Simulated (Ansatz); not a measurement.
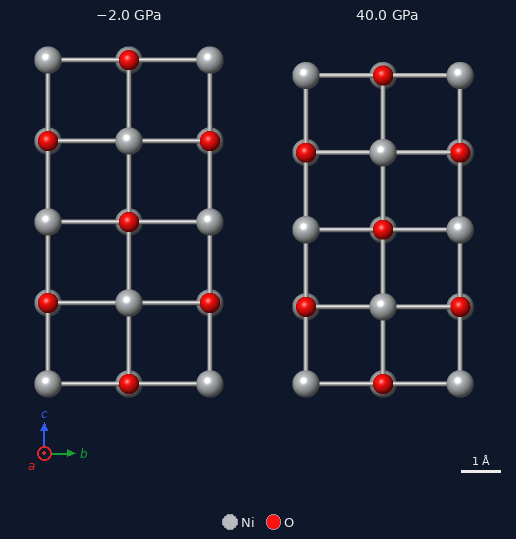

A crystal of NiO (set up in Fm-3m), relaxed (cell and atoms) at several target pressures. The picture shows the first and the last member. A ball-and-stick model of the conventional cell (4 times the calculation's cell), repeated 1 × 1 × 2 with one cell outlined, seen along the a axis. Lengths and directions refer to the drawn axes.

Computed with Ansatz 0.2.0: DFT r2SCAN, scalar-relativistic, plane waves, PAW. Settings: plane-wave cutoff 500 eV; k-point mesh 12 × 12 × 12 at −2.0 to 20.0, 16 × 16 × 16 at 40.0 GPa; occupations gaussian; smearing width 0.02 eV; collinear spin; cell and atoms relaxed; force threshold 0.008 eV/Å.

```csv
pressure (GPa),volume (Å³/atom),a (Å),band gap (eV)
−2.0,9.273,4.202,0.86
0.0,9.186,4.189,0.82
2.0,9.102,4.176,0.79
5.0,?,?,?
10.0,8.803,4.130,0.67
20.0,8.495,4.081,0.53
40.0,8.009,4.002,0.27
```

Estimate the missing row from the others, and compare with the calculation.

Answer. Murnaghan's form V = V₀(1 + B′P/B₀)^(−1/B′), with V₀ = 9.186 Å³ from the row at zero pressure, fits the other rows with B₀ = 215 GPa and B′ = 4.24 (largest miss 0.002 Å³). At 5.0 GPa it gives 9.186 × (1 + 4.24 × 5.0/215)^(−1/4.24) = 8.985 Å³ per atom. The calculation gives 8.982 Å³/atom (a = 4.157 Å). The estimate is 0.003 Å³/atom too high. For the gap a parabola through the rows 0.0, 2.0, 10.0 gives 0.75 eV, and the calculation 0.75 eV (semilocal gaps, lower than measured ones as a rule). From the first member to the last: Ni–O 2.101 → 2.001 Å.

The whole series:

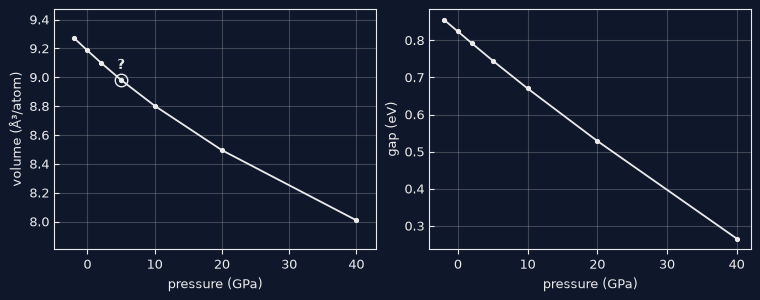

The cells carry a magnetic moment (2.0 to 1.9 μB per cell in all, first to last member); only the order that this cell allows was tried.
